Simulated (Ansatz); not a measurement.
**PbF2: density, localisation and related maps**

Input

```
crystal:
  lattice:
    - [0.0, 3.0003645022, 3.0003645022]
    - [3.0003645022, 0.0, 3.0003645022]
    - [3.0003645022, 3.0003645022, 0.0]
  atoms:
    - { symbol: Pb, position: [0.0, 0.0, 0.0] }
    - { symbol: F, position: [0.2633317135, 0.2366682865, 0.2633317135] }
    - { symbol: F, position: [0.75, 0.75, 0.75] }
basis:
  ecutwfc: 420
  ecutrho_ratio: 4
kpoints:
  mp_grid: { grid: [10, 10, 10] }
hamiltonian:
  xc: pbe
scf:
  occupations: { method: gaussian, width: 0.05 }
output:
  forces: true
  stress: true
  eigenvalues: true
  write_density: true
  write_potential: true
  elf: true
  volumetric_format: npy
```

Command:

```sh
ansatz run input.yaml --threads 4 --pin off --max-ram 7168MiB --backend cpu --events-out ev --progress --plain --runs-dir out
```

Below, planes, directions and counts refer to the conventional cell (a = 4.24 Å, b = 4.24 Å, c = 6.00 Å, α = 90.00°, β = 90.00°, γ = 90.00°).

Space group Imm2; started from the fluorite prototype; changed on purpose from its base cell (atom 2 (F) moved 0.08 A along y).

Level of theory: DFT PBE, scalar-relativistic, plane waves, PAW in Ansatz 0.2.0.

The density is the valence pseudo-density of a PAW calculation; it isn't the true density close to the nuclei.

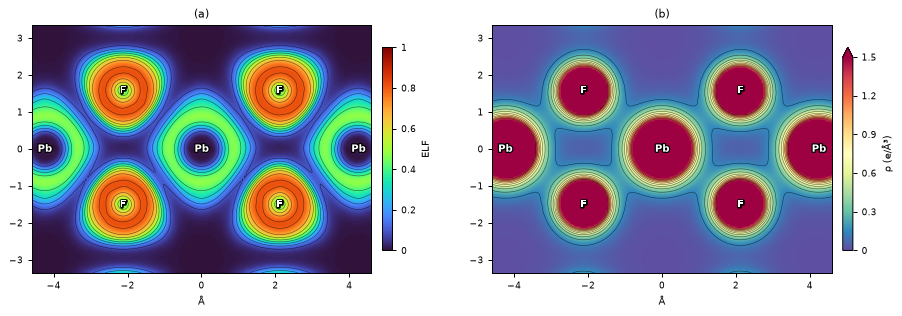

Figure 1. (a) ELF; (b) valence electron density on the (100) plane of the conventional cell.

Question: Describe what can be read from this map.

Answer:
- Atoms in the plane: Pb and F.
- Pb–F (2.60 Å): ρ at the midpoint is about 0.24 e/Å³; the ELF is about 0.10 at the midpoint (no shared electron pair shows on this line).
- Between the atoms the lowest density in this plane is 0.003 e/Å³.
- The ELF also peaks beside F, away from the bonds: lone-pair regions.

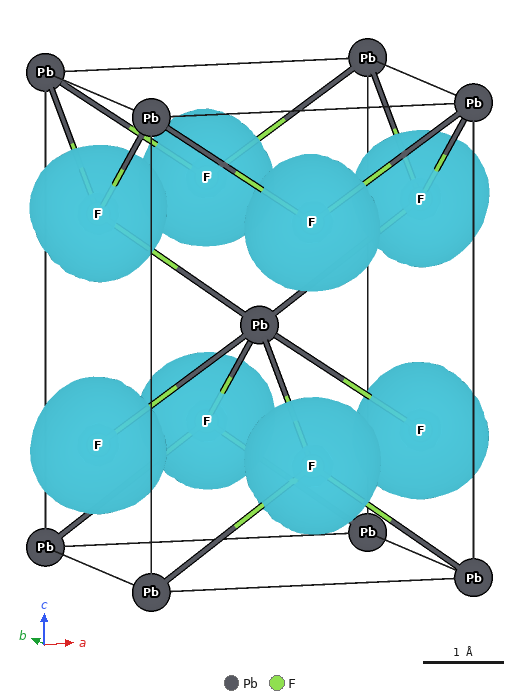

Figure 2. Isosurface of the ELF at 0.65 (cyan), seen at an oblique angle. Only the valence region is drawn (cores and ρ < 0.01 e/Å³ removed). Sticks mark near contacts.

Question: What do the ELF domains correspond to?

Answer: The ELF exceeds this value in four regions wrapped around F (the valence shell of each), counted in one cell of 6 atoms. Any copies at cell faces, edges or corners count once.


Pb–F (2.55 Å): the ELF is about 0.15 at the midpoint; no shared electron pair shows on this line.

Question: Metal or insulator at this level of theory?

Answer: It is gapped, with a Kohn–Sham gap of 4.4 eV on the k-point mesh, an upper bound to the gap of this method.
